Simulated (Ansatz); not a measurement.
## Geometry relaxation of CdTe (part 2 of 2)

CdTe (interface cell, 8 atoms in the cell); DFT PBEsol, scalar-relativistic, plane waves, PAW, no spin polarisation (Ansatz 0.2.0); cutoff 420 eV, 6×6×2 k-mesh, Gaussian smearing of 0.05 eV. The structure derives from an entry of the Crystallography Open Database. It belongs to a series of runs on one base structure; here: antiphase boundary on (0 0 1), species swapped.

Geometry of the input (Å; fractional positions):
```
4.5887  0.0000  0.0000
0.0000  4.5887  0.0000
0.0000  0.0000  12.9787
Cd 0.0000  0.0000  0.0000
Cd 0.5000  0.5000  0.2500
Te 0.0000  0.5000  0.1250
Te 0.5000  0.0000  0.3750
Te 0.0000  0.0000  0.5000
Te 0.5000  0.5000  0.7500
Cd 0.0000  0.5000  0.6250
Cd 0.5000  0.0000  0.8750
```

Output, continued:
```
--- Forces (eV/Å), atoms counted from 1 ---
  atom   1  Cd     0.00000000     0.00000000    -0.00679715
  atom   2  Cd     0.00000000     0.00000000    -0.00110071
  atom   3  Te     0.00000000     0.00000000     0.00262122
  atom   4  Te     0.00000000     0.00000000     0.00245879
  atom   5  Te     0.00000000     0.00000000    -0.00245879
  atom   6  Te     0.00000000     0.00000000    -0.00262122
  atom   7  Cd     0.00000000     0.00000000     0.00110071
  atom   8  Cd     0.00000000     0.00000000     0.00679715
  max |Σ_I F_I| component: 8.67e-19 eV/Å
--- Stress (GPa, compression-positive) ---
        1.933955       0.000000       0.000000
        0.000000       0.078431       0.000000
        0.000000       0.000000      -0.021948
  P = ⅓ Tr σ = 0.6635 GPa (6.635 kbar)
--- Band table (eV; the first three rows and the last of 32) ---
  k-point 0: bands = ["-95.2371", "-95.2371", "-94.4827", "-94.4778", "-56.3421", "-56.3421", "-56.3323", "-56.3323", "-56.3105", "-56.3105", "-55.6040", "-55.5674", "-55.5610", "-55.5579", "-55.5551", "-55.5468", "-30.1163", "-30.0708", "-30.0595", "-29.9913", "-29.9762", "-29.9527", "-29.8781", "-29.8694", "-29.8601", "-29.8412", "-28.9660", "-28.9660", "-28.9629", "-28.9629", "-28.9100", "-28.9100", "-28.9008", "-28.9008", "-28.8880", "-28.8880", "-5.8822", "-3.8534", "-3.8526", "-3.0440", "-1.4335", "-1.4248", "-1.4129", "-1.3894", "-1.2955", "-1.2749", "-1.2594", "-1.2087", "-1.2083", "-1.0048", "-0.9880", "-0.7865", "-0.7430", "-0.6580", "-0.6455", "-0.5011", "-0.2336", "-0.1927", "-0.1729", "-0.0239", "2.4942", "2.9895", "4.0037", "4.0055", "4.3672", "5.7958", "5.8726", "5.8780", "6.1189", "6.1535", "6.8017", "7.0372", "8.1006", "8.4727", "8.9600", "9.8256", "9.9902", "10.4516", "10.6450", "10.8819", "11.2597", "12.6731", "12.7769", "12.9727", "13.2072", "13.2938", "13.4654"]
  k-point 1: bands = ["-95.2371", "-95.2371", "-94.4827", "-94.4778", "-56.3421", "-56.3421", "-56.3323", "-56.3323", "-56.3105", "-56.3105", "-55.6040", "-55.5674", "-55.5610", "-55.5579", "-55.5551", "-55.5468", "-30.1163", "-30.0708", "-30.0595", "-29.9913", "-29.9762", "-29.9527", "-29.8781", "-29.8694", "-29.8601", "-29.8412", "-28.9660", "-28.9660", "-28.9629", "-28.9629", "-28.9100", "-28.9100", "-28.9008", "-28.9008", "-28.8880", "-28.8880", "-5.8821", "-3.8863", "-3.8185", "-3.0449", "-1.4323", "-1.4260", "-1.4130", "-1.3893", "-1.2951", "-1.2774", "-1.2423", "-1.2086", "-1.2084", "-1.0436", "-0.9879", "-0.7478", "-0.7416", "-0.6580", "-0.6454", "-0.5013", "-0.2628", "-0.1927", "-0.1727", "-0.0240", "2.8220", "2.9902", "3.0864", "4.3739", "5.0255", "5.4916", "5.6898", "5.7189", "6.0053", "6.3920", "6.8936", "7.0891", "8.0426", "8.4195", "9.2610", "9.2805", "10.1450", "10.3378", "10.8181", "11.2131", "11.4812", "12.2881", "12.5432", "12.6792", "13.0879", "13.4148", "13.9161"]
  k-point 2: bands = ["-95.2371", "-95.2371", "-94.4827", "-94.4778", "-56.3421", "-56.3421", "-56.3323", "-56.3323", "-56.3105", "-56.3105", "-55.6040", "-55.5674", "-55.5610", "-55.5579", "-55.5551", "-55.5468", "-30.1163", "-30.0708", "-30.0594", "-29.9913", "-29.9762", "-29.9528", "-29.8782", "-29.8693", "-29.8602", "-29.8411", "-28.9660", "-28.9660", "-28.9629", "-28.9629", "-28.9100", "-28.9100", "-28.9008", "-28.9008", "-28.8878", "-28.8878", "-5.8482", "-3.8198", "-3.8179", "-3.0270", "-1.4306", "-1.4232", "-1.3926", "-1.3570", "-1.2733", "-1.2684", "-1.2485", "-1.2178", "-1.2154", "-0.9872", "-0.9738", "-0.7912", "-0.7572", "-0.6658", "-0.5937", "-0.4333", "-0.2147", "-0.1977", "-0.1721", "-0.0213", "2.4618", "3.0376", "3.6818", "3.8682", "4.0432", "5.1453", "5.7403", "5.8738", "5.9341", "6.1489", "6.5112", "6.8530", "8.1398", "9.0298", "9.3564", "10.0823", "10.5206", "10.6755", "10.8805", "11.0579", "11.8235", "12.2331", "12.4177", "12.9036", "13.0044", "13.2961", "13.4410"]
  k-point 31: bands = ["-95.2371", "-95.2371", "-94.4802", "-94.4802", "-56.3422", "-56.3422", "-56.3323", "-56.3323", "-56.3105", "-56.3105", "-55.5911", "-55.5911", "-55.5581", "-55.5581", "-55.5470", "-55.5470", "-30.1008", "-30.1008", "-30.0113", "-30.0113", "-29.9747", "-29.9747", "-29.8668", "-29.8668", "-29.8535", "-29.8535", "-28.9664", "-28.9664", "-28.9624", "-28.9624", "-28.9102", "-28.9102", "-28.9010", "-28.9010", "-28.8873", "-28.8873", "-4.4437", "-4.4437", "-3.5807", "-3.5807", "-1.3277", "-1.3277", "-1.2998", "-1.2998", "-1.2355", "-1.2355", "-1.1475", "-1.1475", "-1.0657", "-1.0657", "-0.9276", "-0.9276", "-0.5892", "-0.5892", "-0.4265", "-0.4265", "-0.1158", "-0.1158", "-0.0930", "-0.0930", "2.4196", "2.4196", "3.0038", "3.0038", "3.8715", "3.8715", "4.4822", "4.4822", "5.0898", "5.0898", "6.8624", "6.8624", "8.1303", "8.1303", "9.5080", "9.5080", "10.5074", "10.5074", "10.6281", "10.6281", "12.6519", "12.6519", "13.2731", "13.2731", "14.2564", "14.2564", "14.7623"]
--- Relaxed structure (5 steps of the walk, 5 accepted, 1 SCFs on fresh bases) ---
  F+E_penalty+E_count = -60342.50887692 eV   max|allowed force component| = 6.797e-3 eV/Å   (the final SCF, on the basis selected at the relaxed cell)
  cell:  # Å, volume = 282.4529 Å³
    - [4.5886583505, 0.0, 0.0]
    - [0.0, 4.5886583505, 0.0]
    - [0.0, 0.0, 13.414504678905049]
  atoms:
    - { symbol: Cd, position: [0.0, 1.1476589210678582e-35, -0.0017202415711249197] }
    - { symbol: Cd, position: [0.5, 0.5, 0.24544811427759258] }
    - { symbol: Te, position: [0.0, 0.5, 0.13073944935998708] }
    - { symbol: Te, position: [0.5, -8.197563721913274e-36, 0.37490620647853773] }
    - { symbol: Te, position: [0.0, -1.8690445285962263e-35, 0.5000937935214624] }
    - { symbol: Te, position: [0.5, 0.5, 0.744260550640013] }
    - { symbol: Cd, position: [0.0, 0.5, 0.6295518857224074] }
    - { symbol: Cd, position: [0.5, 6.230148428654087e-36, 0.8767202415711249] }
--- Löwdin populations: 8 sites ---
  site symbol       q [e]
     0     Cd     19.3352
     1     Cd     18.8980
     2     Te     16.9364
     3     Te     16.2742
     4     Te     16.2742
     5     Te     16.9364
     6     Cd     18.8980
     7     Cd     19.3352
  spilling = 0.007725 (of n_electrons = 144.000000)
```

File populations.tsv:
```
# site	symbol	l	j	q
# orbitals = lowdin
# n_electrons = 144.000000
# spilling = 0.007725
0	Cd	0_4S	-	1.997939
0	Cd	0_5S	-	1.353027
0	Cd	1_4P	-	5.999216
0	Cd	2_4D	-	9.985010
1	Cd	0_4S	-	1.996204
1	Cd	0_5S	-	0.925705
1	Cd	1_4P	-	5.999061
1	Cd	2_4D	-	9.977023
2	Te	0_5S	-	1.921401
2	Te	1_5P	-	5.015606
2	Te	2_4D	-	9.999394
3	Te	0_5S	-	1.918032
3	Te	1_5P	-	4.357175
3	Te	2_4D	-	9.999019
4	Te	0_5S	-	1.918032
4	Te	1_5P	-	4.357175
4	Te	2_4D	-	9.999019
5	Te	0_5S	-	1.921401
5	Te	1_5P	-	5.015606
5	Te	2_4D	-	9.999394
6	Cd	0_4S	-	1.996204
6	Cd	0_5S	-	0.925705
6	Cd	1_4P	-	5.999061
6	Cd	2_4D	-	9.977023
7	Cd	0_4S	-	1.997939
7	Cd	0_5S	-	1.353027
7	Cd	1_4P	-	5.999216
7	Cd	2_4D	-	9.985010
```

Trajectory as extended XYZ (Å, eV, eV/Å), 6 frames, from step=1 to step=6:
```
8
Lattice="4.5887 0.0000 0.0000 0.0000 4.5887 0.0000 0.0000 0.0000 12.9787" Properties=species:S:1:pos:R:3:forces:R:3 step=1 energy=-60342.38838 pressure_GPa=1.90
Cd    0.0000    0.0000    0.0000    0.0000   0.0000  -0.2755
Cd    2.2943    2.2943    3.2447    0.0000   0.0000  -0.4807
Te    0.0000    2.2943    1.6223    0.0000   0.0000   0.5972
Te    2.2943    0.0000    4.8670    0.0000   0.0000  -0.0919
Te    0.0000    0.0000    6.4893    0.0000   0.0000   0.0919
Te    2.2943    2.2943    9.7340    0.0000   0.0000  -0.5972
Cd    0.0000    2.2943    8.1117    0.0000   0.0000   0.4807
Cd    2.2943    0.0000   11.3564    0.0000   0.0000   0.2755
8
Lattice="4.5887 0.0000 0.0000 0.0000 4.5887 0.0000 0.0000 0.0000 13.4212" Properties=species:S:1:pos:R:3:forces:R:3 step=2 energy=-60342.41439 pressure_GPa=0.81
Cd    0.0000    0.0000   -0.0212    0.0000   0.0000   0.0784
Cd    2.2943    2.2943    3.2224    0.0000   0.0000   0.5059
Te    0.0000    2.2943    1.8075    0.0000   0.0000  -0.5912
Te    2.2943    0.0000    4.9684    0.0000   0.0000   0.3952
Te    0.0000    0.0000    6.7752    0.0000   0.0000  -0.3952
Te    2.2943    2.2943    9.9361    0.0000   0.0000   0.5912
Cd    0.0000    2.2943    8.5212    0.0000   0.0000  -0.5059
Cd    2.2943    0.0000   11.7648    0.0000   0.0000  -0.0784
8
Lattice="4.5887 0.0000 0.0000 0.0000 4.5887 0.0000 0.0000 0.0000 13.3973" Properties=species:S:1:pos:R:3:forces:R:3 step=3 energy=-60342.50641 pressure_GPa=0.68
Cd    0.0000    0.0000   -0.0235    0.0000   0.0000   0.0101
Cd    2.2943    2.2943    3.2952    0.0000   0.0000  -0.0488
Te    0.0000    2.2943    1.7492    0.0000   0.0000   0.0173
Te    2.2943    0.0000    5.0132    0.0000   0.0000   0.0677
Te    0.0000    0.0000    6.7095    0.0000   0.0000  -0.0677
Te    2.2943    2.2943    9.9734    0.0000   0.0000  -0.0173
Cd    0.0000    2.2943    8.4275    0.0000   0.0000   0.0488
Cd    2.2943    0.0000   11.7462    0.0000   0.0000  -0.0101
8
Lattice="4.5887 0.0000 0.0000 0.0000 4.5887 0.0000 0.0000 0.0000 13.4113" Properties=species:S:1:pos:R:3:forces:R:3 step=4 energy=-60342.50727 pressure_GPa=0.67
Cd    0.0000    0.0000   -0.0216    0.0000   0.0000  -0.0084
Cd    2.2943    2.2943    3.2943    0.0000   0.0000  -0.0171
Te    0.0000    2.2943    1.7527    0.0000   0.0000   0.0091
Te    2.2943    0.0000    5.0243    0.0000   0.0000   0.0255
Te    0.0000    0.0000    6.7105    0.0000   0.0000  -0.0255
Te    2.2943    2.2943    9.9822    0.0000   0.0000  -0.0091
Cd    0.0000    2.2943    8.4405    0.0000   0.0000   0.0171
Cd    2.2943    0.0000   11.7565    0.0000   0.0000   0.0084
8
Lattice="4.5887 0.0000 0.0000 0.0000 4.5887 0.0000 0.0000 0.0000 13.4145" Properties=species:S:1:pos:R:3:forces:R:3 step=5 energy=-60342.50744 pressure_GPa=0.67
Cd    0.0000    0.0000   -0.0231    0.0000   0.0000  -0.0069
Cd    2.2943    2.2943    3.2926    0.0000   0.0000  -0.0012
Te    0.0000    2.2943    1.7538    0.0000   0.0000   0.0027
Te    2.2943    0.0000    5.0292    0.0000   0.0000   0.0025
Te    0.0000    0.0000    6.7085    0.0000   0.0000  -0.0025
Te    2.2943    2.2943    9.9839    0.0000   0.0000  -0.0027
Cd    0.0000    2.2943    8.4451    0.0000   0.0000   0.0012
Cd    2.2943    0.0000   11.7608    0.0000   0.0000   0.0069
8
Lattice="4.5887 0.0000 0.0000 0.0000 4.5887 0.0000 0.0000 0.0000 13.4145" Properties=species:S:1:pos:R:3:forces:R:3 step=6 energy=-60342.50888 pressure_GPa=0.66
Cd    0.0000    0.0000   -0.0231    0.0000   0.0000  -0.0068
Cd    2.2943    2.2943    3.2926    0.0000   0.0000  -0.0011
Te    0.0000    2.2943    1.7538    0.0000   0.0000   0.0026
Te    2.2943    0.0000    5.0292    0.0000   0.0000   0.0025
Te    0.0000    0.0000    6.7085    0.0000   0.0000  -0.0025
Te    2.2943    2.2943    9.9839    0.0000   0.0000  -0.0026
Cd    0.0000    2.2943    8.4451    0.0000   0.0000   0.0011
Cd    2.2943    0.0000   11.7608    0.0000   0.0000   0.0068
```

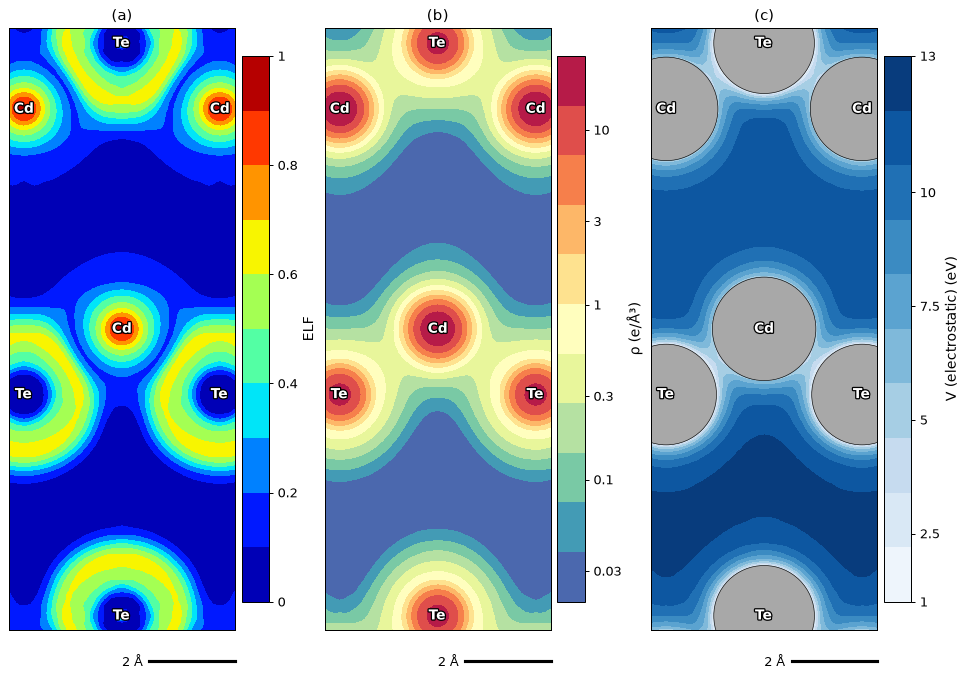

**Figure 1.** (a) electron localisation function; (b) valence pseudo-density; (c) electrostatic potential energy of an electron on the (010) plane of the calculation cell. Grey discs, where drawn, cover atomic cores. Atoms in the plane: Cd and Te. Cd–Te (2.76 Å): the density is about 0.37 e/Å³ at the midpoint; the ELF is about 0.50 at the midpoint. Away from the nuclei the density in this plane falls to 0.008 e/Å³ at its lowest. The strong features right at Cd lie inside the PAW spheres (semicore, d or f shells) and say nothing about bonding. Outside the cores the potential energy rises away from the atoms and is highest about 2.7 Å from the nearest atoms; outside the discs it spans about 11 eV, and its zero is arbitrary. The fields are those of the smooth PAW valence density.

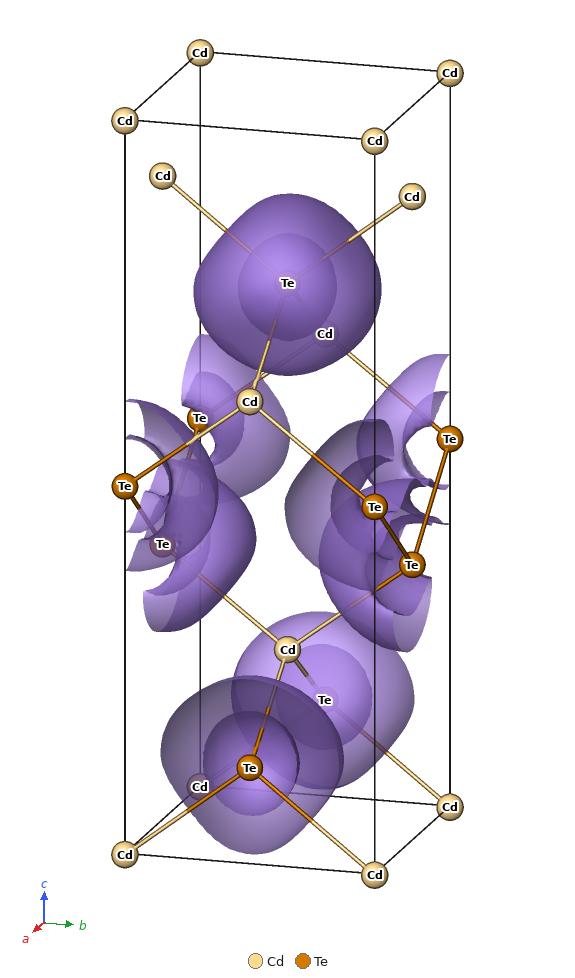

**Figure 2.** Isosurface of the ELF at 0.5 (purple), seen slightly off an axis. Only the valence region is drawn (cores and ρ < 0.01 e/Å³ removed). Sticks mark near contacts. The outline is the calculation cell. Profiles from the grid: Cd–Te (2.76 Å): the ELF is about 0.50 at the midpoint. Te–Te (2.84 Å): the ELF is about 0.55 at the midpoint.

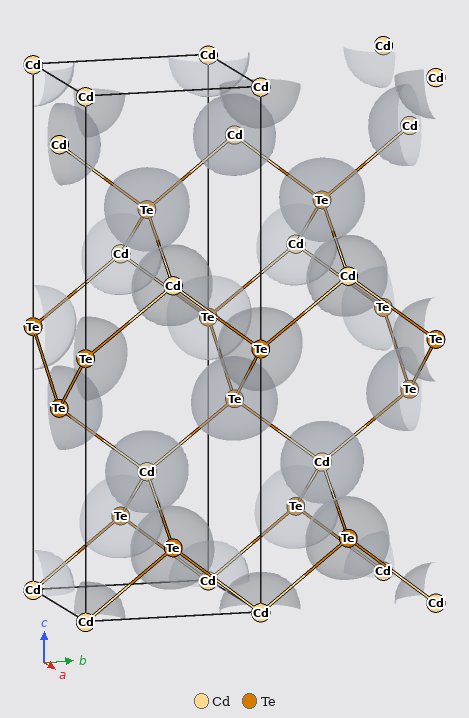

**Figure 3.** Isosurface of the valence pseudo-density at 0.5 e/Å³ (grey), seen slightly off an axis. Sticks mark near contacts. The outline is the calculation cell. At this value the density breaks into separate islands; it holds about 80 % of the electrons treated as valence (semicore included). It is pinched off along the Cd–Te (2.76 Å), Te–Te (2.84 Å) and Cd–Te (2.88 Å) contacts. On the grid the lowest density along these lines, outside the cores, is 0.37 e/Å³ (Cd–Te, 2.76 Å), 0.39 e/Å³ (Te–Te, 2.84 Å) and 0.3 e/Å³ (Cd–Te, 2.88 Å).

Key numbers:

```csv
quantity,value
outcome,converged
electrons treated,144
free energy,−60342.5089 eV
Fermi energy,7.780 eV
gap on the k-point mesh,none (metallic)
final volume,282.45 Å³
largest force (length of the vector) at the end,0.007 eV/Å
hardware,"2 threads of Intel Xeon (Granite Rapids), 192 GiB of memory available, shared host"
wall time,75 s (CPU time 2.5 min)
peak memory,0.95 GiB
```
